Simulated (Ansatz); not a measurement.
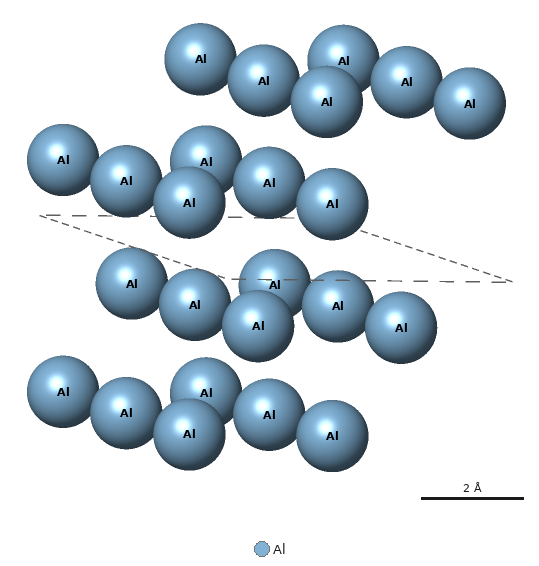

Crystalline Al (P6_3/mmc): the crystal is pulled apart rigidly along the normal of the (0 0 1) plane of the conventional cell, at a cut between a plane of Al below and one of Al above, 2.32 Å apart. One cut stands in each cell, which starts 18.5 Å high; nothing is relaxed, and the dashed outline marks the cut. The picture shows the perfect crystal around the cut (dashed). Style: spheres-only. Shown: the layers on both sides of the cut, from the side, nearly along the cut plane.

All numbers below come from DFT r2SCAN, scalar-relativistic, plane waves, PAW (Ansatz). Settings: plane-wave cutoff 500 eV; k-point mesh 19 × 19 × 3; occupations gaussian; smearing width 0.15 eV; no spin polarisation. Energies (free energies at the smearing named) are counted from the relaxed crystal.

Input file:
```yaml
crystal:
  lattice:
    - [-2.8221979689, 0.0, 0.0]
    - [-1.4110989845, -2.4440951356, 0.0]
    - [0.0, 0.0, 18.5241186883]
  atoms:
    - { symbol: Al, position: [1.0, 1.0, 0.0] }
    - { symbol: Al, position: [1.0, 1.0, 0.5] }
    - { symbol: Al, position: [0.3333333333, 0.3333333333, 0.125] }
    - { symbol: Al, position: [0.3333333333, 0.3333333333, 0.625] }
    - { symbol: Al, position: [1.0, 1.0, 0.25] }
    - { symbol: Al, position: [1.0, 1.0, 0.75] }
    - { symbol: Al, position: [0.6666666667, 0.6666666667, 0.375] }
    - { symbol: Al, position: [0.6666666667, 0.6666666667, 0.875] }
basis:
  ecutwfc: 500
kpoints:
  mp_grid: { grid: [19, 19, 3] }
hamiltonian:
  xc: r2scan
scf:
  occupations: { method: gaussian, width: 0.15 }
output:
  forces: true
  stress: true
  eigenvalues: true
```

Command:
```bash
ansatz run input.yaml --threads 2 --pin off --max-ram 5120MiB --backend cpu --events-out ev --progress --plain --runs-dir out
```

> What energies does the calculation give (the opening: −0.30, 0.00, 0.25, 0.50, 1.00, 2.00, 3.00, 6.00 Å)?

```csv
opening (Å),ΔE per area (J/m²)
−0.30,0.426
0.00,0.000
0.25,0.157
0.50,0.478
1.00,1.064
2.00,1.580
3.00,1.751
6.00,1.819
```

At the widest opening, 6.00 Å, the energy has risen by 1.819 J/m², where the curve has levelled off: this is the ideal work of separation, the sum of the two unrelaxed surface energies of a slab 18.5 Å thick. The steepest rise lies between 0.25 Å and 0.50 Å, with a mean traction of about 13 GPa. Pressing the cut together by 0.30 Å costs 0.426 J/m².
